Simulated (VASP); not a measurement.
Consider Al₃N (slab).

```
CELL_PARAMETERS angstrom
2.83943 0.00000 0.00000
0.00000 2.83943 0.00000
0.00000 0.00000 19.64135
ATOMIC_POSITIONS crystal
Al 0.50000 0.50000 0.20365
Al 0.00000 0.00000 0.30901
Al 0.50000 0.50000 0.41450
N 0.50000 0.66667 0.50249
```

Not relaxed (largest force 0.8 eV/Å).

The calculation used VASP 6.6.1, Kohn-Sham DFT of a periodic cell, PBEsol, VASP PAW PBE potentials, recommended.

**Predict the valence pseudo-density and electron localisation function between the atoms.**

Al–N (1.79 Å): the density is about 0.81 e/Å³ at the midpoint; the ELF peaks at about 0.90 between the atoms (a shared but strongly polarised pair).

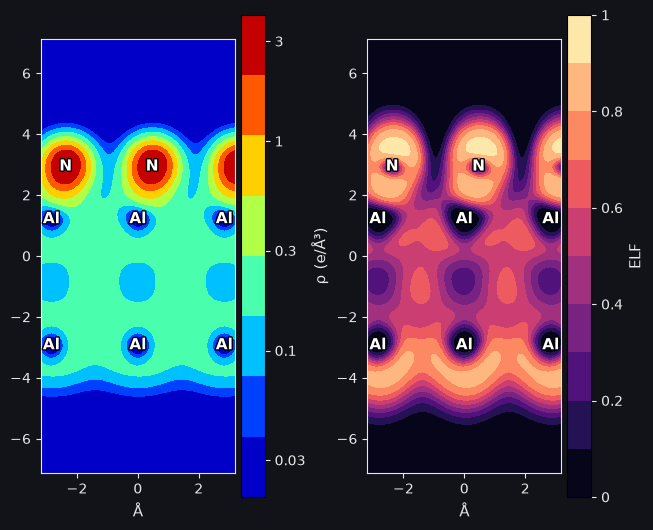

Computed valence pseudo-density and electron localisation function on the (100) plane of the calculation cell, a cut from vacuum to vacuum, in this order. 

The density is the valence pseudo-density of a PAW calculation; it isn't the true density close to the nuclei.
